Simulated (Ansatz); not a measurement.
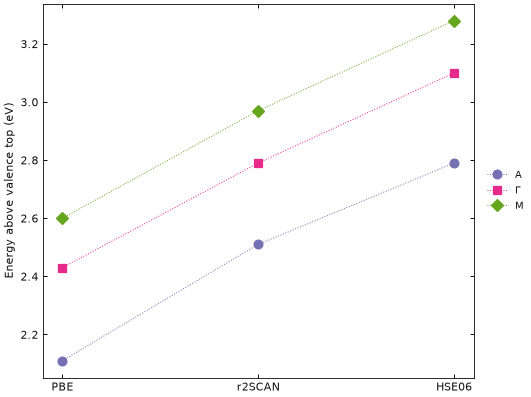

Lowest conduction level at each named k point, counted from the valence-band top at A, by several methods on one cell of CdI2-type PbI2, space group P-3m1 (No. 164), 3 atoms in the cell, relaxed with r2SCAN+rVV10, then under −2.18 % hydrostatic strain; a = 4.466 Å, c = 6.888 Å (hexagonal axes). All runs are without spin-orbit coupling and carry no moments. The names follow the standardised cell of this lattice; in reduced coordinates of the cell that was run, A is (0, 0, 0.5) and M is (0.5, 0, 0).

Does HSE06 shift these levels rigidly from PBE?

The shifts are +0.68 eV at A, +0.67 eV at Γ and +0.68 eV at M, and at points that aren't plotted +0.67 eV (L), +0.76 eV (K) and +0.68 eV (H): over the named points that both runs hold, a spread of 0.09 eV on a mean of 0.69 eV, so one shift describes them well.

How do the methods rank at A?

From low to high: PBE 2.11, r2SCAN 2.51, HSE06 2.79 eV.

Do the methods agree on which of these conduction levels is lowest?

Yes: all put it at A.

| method | program | A (eV) | Γ (eV) | M (eV) |
| --- | --- | --- | --- | --- |
| PBE | Ansatz | 2.11 | 2.43 | 2.60 |
| r2SCAN | Ansatz | 2.51 | 2.79 | 2.97 |
| HSE06 | Ansatz | 2.79 | 3.10 | 3.28 |

Settings. PBE: Ansatz PAW set, 6×6×4 k mesh, 420 eV cutoff, Fermi-Dirac smearing of 0.02 eV (Ansatz). r2SCAN: Ansatz PAW set, 6×6×4 k mesh, 500 eV cutoff, fixed occupations (Ansatz 0.2.0). HSE06: Ansatz PAW set, 6×6×4 k mesh, 420 eV cutoff, fixed occupations (Ansatz 0.2.0).

Spin-orbit coupling is left out, which matters for Pb and I. r2SCAN and HSE06: the PAW data sets were made with another functional. The names follow the standardised cell of this lattice; in reduced coordinates of the cell that was run, L is (0.5, 0, 0.5), K is (0.333, 0.333, 0) and H is (0.333, 0.333, 0.5).
